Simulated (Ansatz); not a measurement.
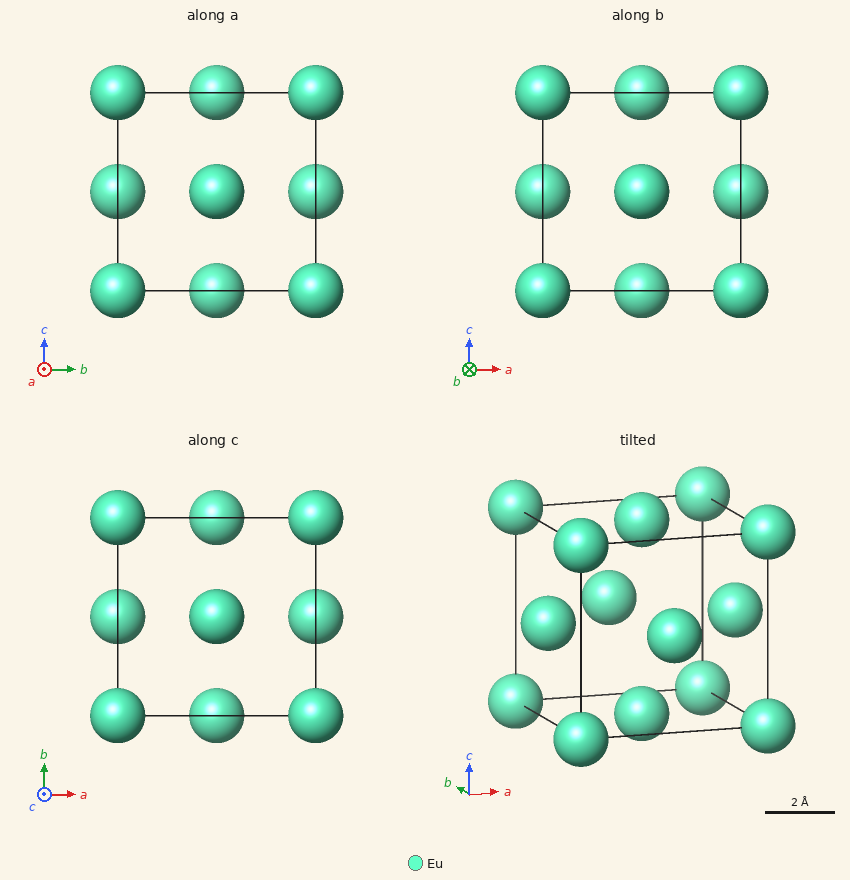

Drawn in the spheres-only manner and seen along the a axis, along the b axis, along the c axis and slightly off an axis. The edges of the conventional unit cell are marked.

Lattice parameters: a = 5.762 Å, b = 5.762 Å, c = 5.762 Å, α = 90.00°, β = 90.00°, γ = 90.00°. Put a along x and b in the xy plane.

> Record the structure as a POSCAR file.

```
Eu
1.0
     5.762    0.000    0.000
     0.000    5.762    0.000
     0.000    0.000    5.762
Eu
4
Direct
  0.0000 0.0000 0.0000
  0.0000 0.5000 0.5000
  0.5000 0.0000 0.5000
  0.5000 0.5000 0.0000
```

The starting point was a structure type filled with this element by a generator (whether the element takes this form wasn't checked). Earlier steps of the study may have refined or changed the cell and positions. It was run through Ansatz as a DFT input.
